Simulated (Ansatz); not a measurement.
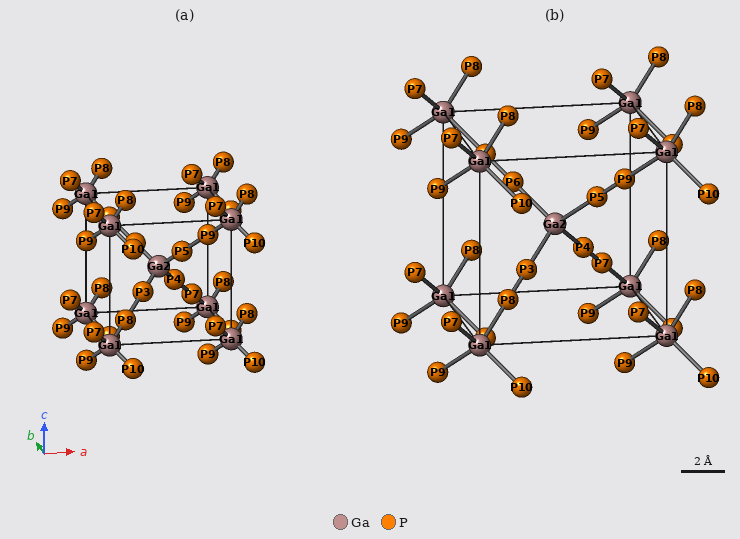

The structure of crystalline GaP4 (a generated structure, set up in Pn-3m) (coarse preliminary run) before (left) and after (right) a relaxation, at one scale.

Style: ball-and-stick. Shown: the cell of the calculation, slightly off an axis.

Computed with DFT PBE, scalar-relativistic, plane waves, PAW in Ansatz. Settings: plane-wave cutoff 420 eV; k-point mesh 4 × 4 × 4; occupations gaussian; smearing width 0.1 eV; no spin polarisation; cell and atoms relaxed; force threshold 0.04 eV/Å; at most 70 steps.

Question: Describe what moved and what it gained.

Answer: The largest moves relative to the cell, 0.43 Å, are those of 8 atoms (P3, P4, P5, P6 and others). P3 goes along [−1 −1 −1]. Ga stays in place. The drawn cell changes as follows: a = b = c 5.853 → 9.004 Å (+53.8 %); the volume changes by +264.1 %. Some distances before and after: P3–P4 2.661 → 4.788 Å, Ga1–P10 1.630 → 2.932 Å, P3–P8 1.809 → 1.933 Å. The space group stays Pn-3m (No. 224). After 18 accepted moves (22 points after the start) the energy has fallen by 5628 meV per atom. The largest force component goes from 14 to 0.034 eV/Å. The pressure goes from 120.74 to 0.07 GPa. The line search rejected the trial step at point 16 of the run. At 3 points the geometry stayed and the basis and grid were re-selected for the new cell (energy shift of 218 meV per atom at most each time).
